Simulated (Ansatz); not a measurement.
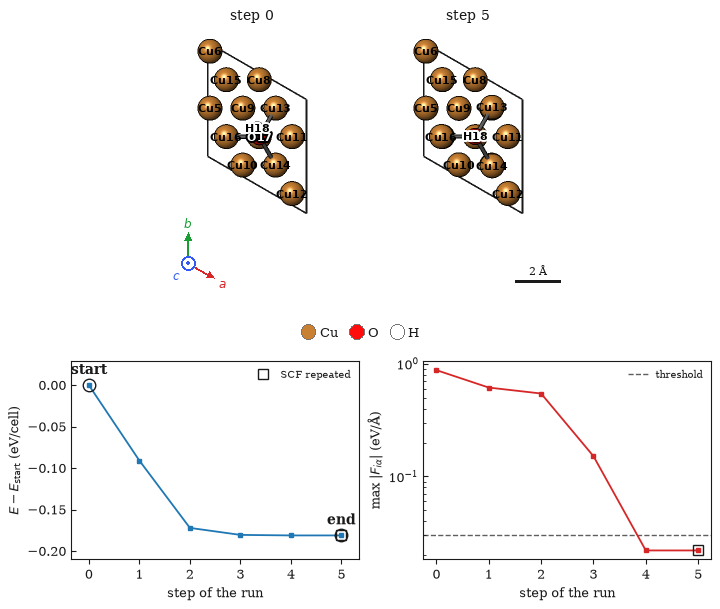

First and last geometry of a constrained relaxation of a slab of composition Cu16HO (cut from the Fm-3m phase), with the history of the run. A ball-and-stick model of the cell of the calculation, outlined in the plane, without the vacuum (origin shifted), seen along the c axis.

Case: OH put at a hollow Cu-Cu-Cu site. The slab is the (1 1 1) face of Cu with OH on it. 8 atoms are held fixed.

Method: Ansatz 0.2.0, DFT PBE, scalar-relativistic, plane waves, PAW. Set-up: plane-wave cutoff 420 eV; k-point mesh 6 × 6 × 1; occupations gaussian; smearing width 0.1 eV; no spin polarisation; dipole correction; atoms relaxed in a fixed cell; force threshold 0.03 eV/Å; at most 70 steps.

> Did the run converge, and what did it change?

It converged. The H atom moves most: 0.42 Å at 63° to the normal (+c side). Largest moves by element: H 0.42 Å, Cu 0.10 Å, O 0.10 Å. The cell stays as it was. Some distances before and after: Cu–Cu 2.567 → 2.493 Å, Cu–Cu 2.567 → 2.640 Å, Cu–Cu 2.543 → 2.473 Å, Cu–Cu 2.542 → 2.606 Å. Bond angles that change, for instance: Cu–O–H 154.4° → 132.6°, Cu–O–H 112.4° → 131.5°, Cu–O–H 122.3° → 131.7°. The energy falls by 0.181 eV per cell of the calculation in 4 accepted moves (5 points after the start). The largest force component goes from 0.88 to 0.022 eV/Å. 1 step only repeated the SCF at the same geometry.

Limits of the set-up: the cell has an odd number of electrons but was run without spin polarisation; the periodic images lie only 5.1 Å apart, so the values are limited by the cell's size.
